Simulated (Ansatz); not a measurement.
## Two runs on Zr5S12

System: Zr5S12 (slab, 17 atoms in the cell).
Method of the first run: DFT PBEsol, scalar-relativistic, plane waves, PAW, no spin polarisation (Ansatz 0.2.0).

The structure derives from an entry of the Crystallography Open Database. Text and figures count atoms from 1; the logs count them from 0 in places.

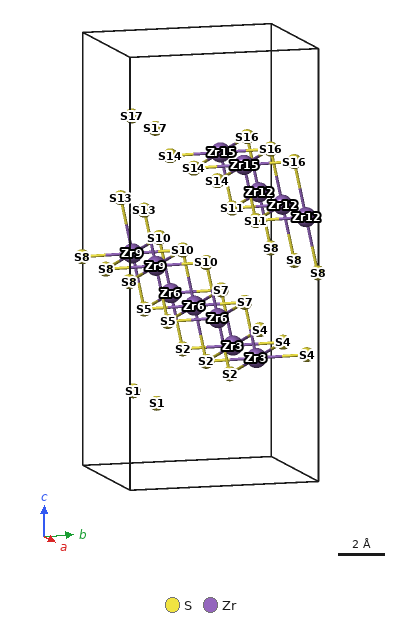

Fig. 1: The structure (ball-and-stick view of the 2 × 1 repeat of the cell, with the vacuum cut short, seen slightly off an axis; atoms are numbered from 1 in the order of the input). An atom can appear more than once, as a periodic image.

**Input file, the first run**
```yaml
crystal:
  lattice:
    - [3.6273865728, 0.0, 0.0]
    - [0.0, 8.6056646465, 0.0]
    - [0.0, 0.0, 27.1897815996]
  atoms:
    - { symbol: S, position: [0.5, 0.2042207632, 0.2758389203] }
    - { symbol: S, position: [0.0, 0.5292713259, 0.3293949887] }
    - { symbol: Zr, position: [0.5, 0.7334920891, 0.3420935636] }
    - { symbol: S, position: [0.0, 0.9377128522, 0.3547921385] }
    - { symbol: S, position: [0.5, 0.2627634149, 0.4083482069] }
    - { symbol: Zr, position: [0.0, 0.4669841781, 0.4210467818] }
    - { symbol: S, position: [0.5, 0.6712049413, 0.4337453567] }
    - { symbol: S, position: [0.0, 0.996255504, 0.4873014251] }
    - { symbol: Zr, position: [0.5, 0.2004762672, 0.5] }
    - { symbol: S, position: [0.0, 0.4046970304, 0.5126985749] }
    - { symbol: S, position: [0.5, 0.729747593, 0.5662546433] }
    - { symbol: Zr, position: [0.0, 0.9339683562, 0.5789532182] }
    - { symbol: S, position: [0.5, 0.1381891194, 0.5916517931] }
    - { symbol: S, position: [0.0, 0.4632396821, 0.6452078615] }
    - { symbol: Zr, position: [0.5, 0.6674604453, 0.6579064364] }
    - { symbol: S, position: [0.0, 0.8716812085, 0.6706050113] }
    - { symbol: S, position: [0.5, 0.1967317711, 0.7241610797] }
basis:
  ecutwfc: 420
kpoints:
  mp_grid: { grid: [7, 3, 1] }
hamiltonian:
  xc: pbesol
scf:
  occupations: { method: gaussian, width: 0.05 }
output:
  forces: true
  stress: true
  eigenvalues: true
efield:
  axis: 1
  dipole_correction: true
  ramp_width: 0.04
```

Command:
```bash
ansatz run input.yaml --threads 2 --pin off --max-ram 5120MiB --backend cpu --events-out ev --progress --plain --runs-dir out
```

Hardware: 2 threads of Arm Neoverse V2, 24 GiB of memory available, shared host.

**Output, shortened to warnings, some set-up lines, iterations and results (the first run)**
```
WARN: efield: at this solve's end the planar-averaged density reaches 2.08e-1 e/Å³ inside the ramp window [0.4543, 0.0457] (bound 1e-5 e/Å³); the window's nearer edge stands 0.00 Å from this solve's nearest atom along the axis. Its work functions, free energy, forces, stress, dipole, levels and responses can be off, and this figure does not tell by how much. The cell may have no vacuum along …
Basis set: ecut = 420 eV, 16515 PW (Γ), exchange–correlation on 50×120×384 points (8 copies of the dense FFT grid, shifted against one another)
Symmetry: 2 space group operations
k-points: 8 of 21 (time reversal used)
Initial density: superposition of atomic densities (neutral atoms: chi_scale 0, normalization atom), corrected by the library's trained network
[...]
SCF iter   1: F=—  HF=-31277.631927 eV  |F-HF|=—  |Δ(HF+E_count)|=         —  Δρ=2.14e-2  dr2=1.11e1  ethr=1.77e-3  p=3.586 e·Å  D=7.64e-1 V/Å  ΔV_dip=-2.77 eV  …
SCF iter   2: F=—  HF=-31276.759285 eV  |F-HF|=—  |Δ(HF+E_count)|=   8.73e-1  Δρ=1.88e-2  dr2=5.35e0  ethr=1.77e-3  p=1.603 e·Å  D=3.42e-1 V/Å  ΔV_dip=-1.24 eV  …
SCF iter   3: F=—  HF=-31275.787569 eV  |F-HF|=—  |Δ(HF+E_count)|=   9.72e-1  Δρ=9.67e-3  dr2=7.32e-1  ethr=1.77e-3  p=2.049 e·Å  D=4.37e-1 V/Å  ΔV_dip=-1.58 eV  …
SCF iter   4: F=—  HF=-31275.811481 eV  |F-HF|=—  |Δ(HF+E_count)|=   2.39e-2  Δρ=9.87e-3  dr2=8.30e-1  ethr=5.55e-4  p=2.157 e·Å  D=4.60e-1 V/Å  ΔV_dip=-1.67 eV  …
SCF iter   5: F=—  HF=-31275.734143 eV  |F-HF|=—  |Δ(HF+E_count)|=   7.73e-2  Δρ=4.27e-3  dr2=1.79e-1  ethr=5.55e-4  p=2.134 e·Å  D=4.55e-1 V/Å  ΔV_dip=-1.65 eV  …
[... 8 lines ...]
SCF iter  14: F=—  HF=-31275.717207 eV  |F-HF|=—  |Δ(HF+E_count)|=   1.36e-7  Δρ=3.29e-6  dr2=2.89e-7  ethr=1.86e-9  p=2.063 e·Å  D=4.40e-1 V/Å  ΔV_dip=-1.60 eV  …
SCF iter  15: F=—  HF=-31275.717208 eV  |F-HF|=—  |Δ(HF+E_count)|=   1.25e-7  Δρ=4.97e-6  dr2=2.00e-7  ethr=7.58e-11  p=2.063 e·Å  D=4.40e-1 V/Å  ΔV_dip=-1.60 eV  …
SCF iter  16: F=—  HF=-31275.717208 eV  |F-HF|=—  |Δ(HF+E_count)|=   1.51e-9  Δρ=3.63e-6  dr2=1.28e-7  ethr=1.52e-10  p=2.063 e·Å  D=4.40e-1 V/Å  ΔV_dip=-1.60 eV  …
SCF iter  17: F=-31275.717208 eV  HF=-31275.717208 eV  |F-HF|=3.39e-9  |Δ(HF+E_count)|=   4.67e-9  Δρ=9.55e-7  dr2=1.74e-8  ethr=7.58e-11  p=2.063 e·Å  D=4.40e-1 V/Å  …
SCF 1 converged in 17 iterations: F = -31275.717208 eV  dr2 = 1.74e-8
SCF converged after 17 iterations
Free energy (F): -31275.717208 eV
Harris-Foulkes:  -31275.717208 eV  (|F-HF|=3.39e-9)
Internal energy: -31275.673164 eV  (E = F + TS)
E sigma→0 (E₀):  -31275.695186 eV
Entropy (-TS):   -0.044043 eV (-2.591 meV/atom)
Fermi energy:    -0.305018 eV
Dipole field:    D = 0.439927 V/Å  (p = 2.063491 e·Å, saw-weighted, corrected)
Work function:   Φ+ = 0.6509 eV (in doubt: plateau slope 4.8e0 eV/Å)   Φ− = 2.3803 eV (in doubt: plateau slope 4.7e0 eV/Å)
Levels:          The Fermi level and band energies are counted from a zero that moves with the ramp; work functions are not
Vacuum region:   at the solve's end the planar-averaged density reaches 2.08e-1 e/Å³ inside the ramp window [0.4543, 0.0457] (bound 1e-5 e/Å³)
--- Per-component energies (eV) ---
  E_band       = -1774.871362
  E_kinetic    = 2924.104970
  E_local      = -78464.098995  (includes V_loc(G=0)·N_el)
  E_nonlocal   = 743.638209
  E_hartree    = 37736.718556
  E_xc         = -1944.764675
  E_vxc        = -1984.963266  (∫ρ·V_xc dr)
  E_paw        = -21506.759367  (= ΣΔE_a)
  E_vpaw       = -463.098408  (= ΣTr[D̂ρ^β])
  E_aug_tail   = 0.000130  (compensation charges beyond the density's cutoff)
  E_efield     = 0.453892  (sawtooth field / dipole correction)
  E_vefield    = -3.879567  (∫n·V_field dr)
  E_ewald      = 29233.462121
  E_core_change = 1.571994  (= ΣΔE_core)
  E_smearing   = -0.044043  (= −TS)
  E_closure    = -0.000000  (closes the sum)
  Σ components = -31275.717208   (vs F -31275.717208, Δ=0.00e0)
--- Forces (eV/Å), atoms counted from 1 ---
  atom   1  S     -1.99897732    -0.11433480     0.38955868
  atom   2  S     -2.17462211    -0.00314501    -0.48196249
  atom   3  Zr    -2.91917596     1.12393831     1.62209206
  atom   4  S     -2.22113680    -1.06819058    -0.78838137
  atom   5  S     -2.13205472     0.06757939    -0.02538512
  atom   6  Zr    -2.94704476    -0.35726410     0.07655292
  atom   7  S     -2.14246654     0.24535556    -0.64667411
  atom   8  S     -2.15925308    -0.08252416    -0.04359162
  atom   9  Zr    -2.90926300     0.00000000     0.00000000
  atom  10  S     -2.15925308     0.08252416     0.04359162
  atom  11  S     -2.14246654    -0.24535556     0.64667411
  atom  12  Zr    -2.94704476     0.35726410    -0.07655292
  atom  13  S     -2.13205472    -0.06757939     0.02538512
  atom  14  S     -2.22113680     1.06819058     0.78838137
  atom  15  Zr    -2.91917596    -1.12393831    -1.62209206
  atom  16  S     -2.17462211     0.00314501     0.48196249
  atom  17  S     -1.99897732     0.11433480    -0.38955868
  max |Σ_I F_I| component: 4.03e1 eV/Å
--- Stress (GPa, compression-positive) ---
       -1.856007       0.000000       0.000000
[...]
```

For the second run the input was changed thus:
```diff
+  periodic: [true, true, false]
-efield:
-  axis: 1
-  dipole_correction: true
-  ramp_width: 0.04
```

How does the second run compare with the first run?

The total energies belong to different models, so their difference says nothing on which is more stable or more accurate. The largest force goes from 3.524 to 1.994 eV/Å. The work function goes from 0.65 to 6.10 eV. The number of SCF iterations is the same. The plane waves at Γ go from 16515 to 29325.

**Output, shortened to warnings, some set-up lines, iterations and results (the second run)**
```
Warning: crystal.periodic: the lattice vector that does not repeat stood 0.000° off the slab's normal, 27.190 Å along it as the deck builds it. The run solves the slab on a vector along the normal, 48.180 Å long, with every atom where it was (on the deck's vector they left 15.00 Å outside them, and the widest stretch free of ions among them is 1.46 Å). A fractional position that the run reports …
Basis set: ecut = 420 eV, 29325 PW (Γ), exchange–correlation on 50×120×648 points (8 copies of the dense FFT grid, shifted against one another)
Symmetry: 4 space group operations
k-points: 8 of 21
Initial density: superposition of atomic densities (neutral atoms: chi_scale 0, normalization atom), corrected by the library's trained network
[...]
SCF iter   1: F=—  HF=-31276.589657 eV  |F-HF|=—  |Δ(HF+E_count)|=         —  Δρ=4.27e-3  dr2=7.02e-1  ethr=1.77e-3  ⟨swp⟩=10.0  Hψ=3860  notcnv=0  defer=9
SCF iter   2: F=—  HF=-31276.701347 eV  |F-HF|=—  |Δ(HF+E_count)|=   1.12e-1  Δρ=1.06e-2  dr2=1.76e0  ethr=5.31e-4  ⟨swp⟩=2.2  Hψ=1120  notcnv=0  defer=78  recentre
SCF iter   3: F=—  HF=-31276.536930 eV  |F-HF|=—  |Δ(HF+E_count)|=   1.64e-1  Δρ=2.13e-3  dr2=3.47e-1  ethr=5.31e-4  ⟨swp⟩=2.8  Hψ=1016  notcnv=0  defer=78
SCF iter   4: F=—  HF=-31276.520712 eV  |F-HF|=—  |Δ(HF+E_count)|=   1.62e-2  Δρ=2.37e-3  dr2=2.06e-1  ethr=2.63e-4  ⟨swp⟩=1.8  Hψ=793  notcnv=0  defer=78
SCF iter   5: F=—  HF=-31276.531208 eV  |F-HF|=—  |Δ(HF+E_count)|=   1.05e-2  Δρ=4.08e-3  dr2=3.68e-1  ethr=1.56e-4  ⟨swp⟩=1.4  Hψ=608  notcnv=0  defer=78
[... 8 lines ...]
SCF iter  14: F=—  HF=-31276.500072 eV  |F-HF|=—  |Δ(HF+E_count)|=   8.88e-8  Δρ=7.80e-6  dr2=8.17e-7  ethr=2.68e-9  ⟨swp⟩=2.4  Hψ=950  notcnv=0  defer=75
SCF iter  15: F=—  HF=-31276.500072 eV  |F-HF|=—  |Δ(HF+E_count)|=   6.44e-8  Δρ=5.05e-6  dr2=4.36e-7  ethr=6.19e-10  ⟨swp⟩=2.4  Hψ=950  notcnv=0  defer=75
SCF iter  16: F=—  HF=-31276.500072 eV  |F-HF|=—  |Δ(HF+E_count)|=   1.62e-8  Δρ=1.95e-6  dr2=1.01e-7  ethr=3.30e-10  ⟨swp⟩=1.1  Hψ=612  notcnv=0  defer=75
SCF iter  17: F=-31276.500072 eV  HF=-31276.500072 eV  |F-HF|=2.73e-8  |Δ(HF+E_count)|=   2.10e-8  Δρ=9.19e-7  dr2=2.75e-8  ethr=7.58e-11  ⟨swp⟩=15.8  Hψ=3156  notcnv=0
SCF 1 converged in 17 iterations: F = -31276.500072 eV  dr2 = 2.75e-8
SCF converged after 17 iterations
Free energy (F): -31276.500072 eV
Harris-Foulkes:  -31276.500072 eV  (|F-HF|=2.73e-8)
Internal energy: -31276.454222 eV  (E = F + TS)
E sigma→0 (E₀):  -31276.477147 eV
Entropy (-TS):   -0.045850 eV (-2.697 meV/atom)
Fermi energy:    -6.095578 eV
--- Per-component energies (eV) ---
  E_band       = -2540.843505
  E_kinetic    = 2923.274891
  E_local      = -413250.669033  (includes V_loc(G=0)·N_el)
  E_nonlocal   = 743.146346
  E_hartree    = 204745.605588
  E_xc         = -1944.748725
  E_vxc        = -1984.932664  (∫ρ·V_xc dr)
  E_paw        = -21506.522403  (= ΣΔE_a)
  E_vpaw       = -462.800633  (= ΣTr[D̂ρ^β])
  E_aug_tail   = 0.000130  (compensation charges beyond the density's cutoff)
  E_ewald      = 197011.886989
  E_core_change = 1.571994  (= ΣΔE_core)
  E_smearing   = -0.045850  (= −TS)
  E_closure    = 0.000000  (closes the sum)
  Σ components = -31276.500072   (vs F -31276.500072, Δ=0.00e0)
--- Forces (eV/Å), atoms counted from 1 ---
  atom   1  S      0.00000000    -0.10948394     0.35818530
  atom   2  S      0.00000000    -0.01509155    -0.40356317
  atom   3  Zr     0.00000000     1.19294530     1.59756509
  atom   4  S      0.00000000    -1.11686310    -0.79691940
  atom   5  S      0.00000000     0.06089358    -0.07922161
  atom   6  Zr     0.00000000    -0.33772207     0.07037368
  atom   7  S      0.00000000     0.22106904    -0.59215666
  atom   8  S      0.00000000    -0.08655302     0.02299875
  atom   9  Zr     0.00000000     0.00000000     0.00000000
  atom  10  S      0.00000000     0.08655302    -0.02299875
  atom  11  S      0.00000000    -0.22106904     0.59215666
  atom  12  Zr     0.00000000     0.33772207    -0.07037368
  atom  13  S      0.00000000    -0.06089358     0.07922161
  atom  14  S      0.00000000     1.11686310     0.79691940
  atom  15  Zr     0.00000000    -1.19294530    -1.59756509
  atom  16  S      0.00000000     0.01509155     0.40356317
  atom  17  S      0.00000000     0.10948394    -0.35818530
  max |Σ_I F_I| component: 2.22e-16 eV/Å
--- 2D stress c σ (N/m, compression-positive) ---
       -5.840210       0.000000       0.000000
        0.000000      -3.732017       0.000000
        0.000000       0.000000       0.000000
  P = ½ c Tr σ = -4.7861 N/m
```

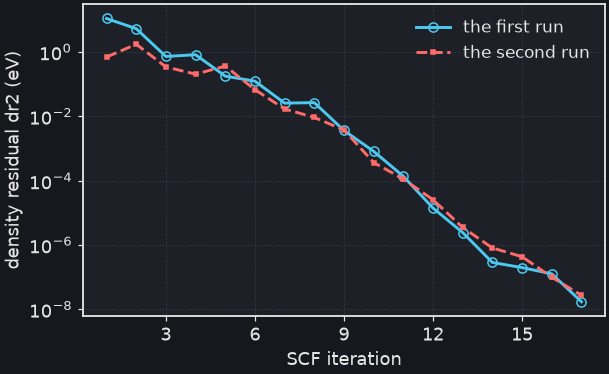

Fig. 2: Convergence of the two runs: density residual dr2 against the SCF iteration. The first run takes 17 iterations in all, and the second run takes 17.

**The two runs side by side**

| quantity | the first run | the second run |
| --- | --- | --- |
| outcome | converged | converged |
| free energy per atom (eV) | −1839.7481 | −1839.7941 |
| energy per atom, smearing taken to zero (eV) | −1839.7468 | −1839.7928 |
| gap on the mesh (eV) | 0.00 | 0.00 |
| work function (eV) | 0.65 | 6.10 |
| largest force (eV/Å) | 3.524 | 1.994 |
| SCF iterations | 17 | 17 |
| irreducible k-points | 8 | 8 |
| plane waves at Γ | 16515 | 29325 |
| wall time (shared host) | 42 s | 45 s |

For the first run: Warnings: the density in the vacuum is higher than it should be, so vacuum levels may be off.
